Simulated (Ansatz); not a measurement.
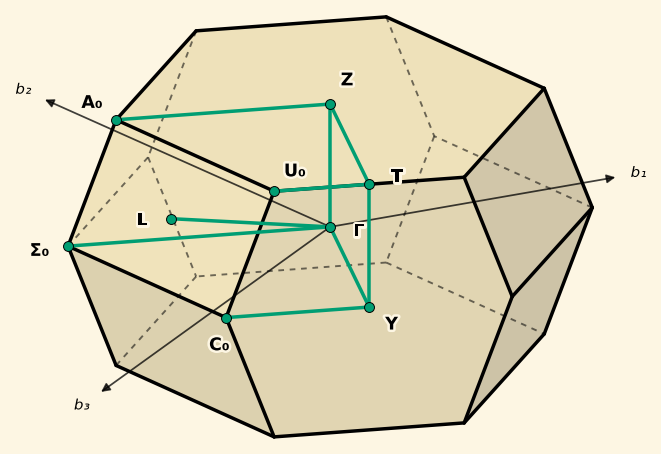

The figure shows the first Brillouin zone with its special points and a band path. Crystal: C, the end point of a relaxation (final pressure about 4.6 GPa) with DFT, PBE, PAW with Ansatz's default frozen-core files, scalar-relativistic in Ansatz. Symmetry computed with spglib at a tolerance of 0.002 Å; standard conventional cell.

Labels and path follow the convention of Hinuma et al. (2017), as computed by seekpath; the arrows show the directions of the reciprocal primitive vectors b₁, b₂, b₃.

### Name the Bravais lattice of the crystal.

A face-centred orthorhombic lattice (oF; extended symbol oF1). The zone is an elongated dodecahedron in its combinatorial type: 12 faces (8 with 4 edges, 4 with 6 edges), 28 edges, 18 vertices.

### Write the standard path through the labelled points.

Γ–Y–T–Z–Γ–Σ₀ | U₀–T | Y–C₀ | A₀–Z | Γ–L
